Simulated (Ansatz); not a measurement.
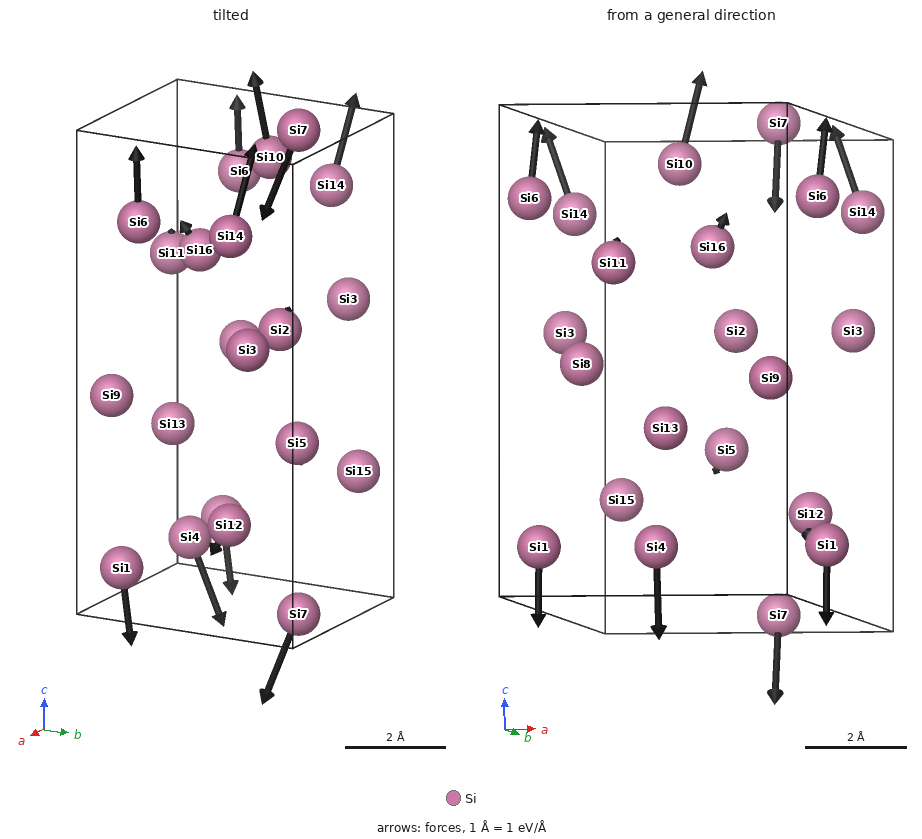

The image is a spheres-only drawing of a crystal, viewed slightly off an axis and from a general direction. The frame is the simulation cell; atoms at its boundary are shown with their periodic copies. The arrows are the computed forces on the atoms.

System: Si. All computed values are from Ansatz, DFT r2SCAN, scalar-relativistic, plane waves, PAW. Settings: wavefunction cutoff 500 eV, 7×7×4 k-points, Gaussian smearing of 0.15 eV, no spin polarisation.

Judging by the arrows, is the geometry relaxed?

No. The atoms still feel forces of up to about 1.7 eV/Å, far above a usual threshold of 0.01 to 0.03 eV/Å.

The initial geometry was a structure listed in the Materials Project. The cell was then strained or its atoms displaced on purpose. It was run through Ansatz as a DFT input.
